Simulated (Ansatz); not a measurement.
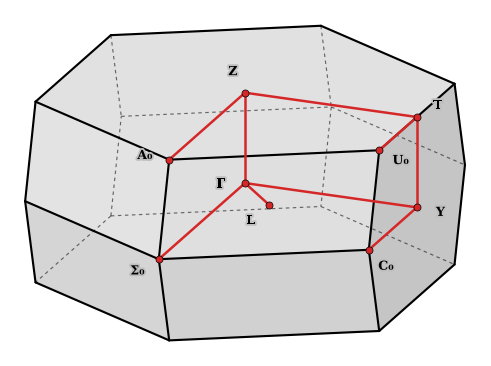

The figure shows the first Brillouin zone with its special points and a band path. Crystal: Ta, coordinates from a relaxation with DFT PBE, scalar-relativistic, plane waves, PAW (Ansatz); the starting structure was generated, so it need not be a known form of this composition. All values are computed from the atomic coordinates in the standard setting (tolerance 0.002 Å).

Labels and path follow the convention of Hinuma et al. (2017), as computed by seekpath.

What lattice type do the shape and the labels point to?

A face-centred orthorhombic lattice (oF; extended symbol oF1). The zone is an elongated dodecahedron in its combinatorial type: 12 faces (8 with 4 edges, 4 with 6 edges), 28 edges, 18 vertices.

In which order does the conventional band path visit the special points?

Γ–Y–T–Z–Γ–Σ₀ | U₀–T | Y–C₀ | A₀–Z | Γ–L
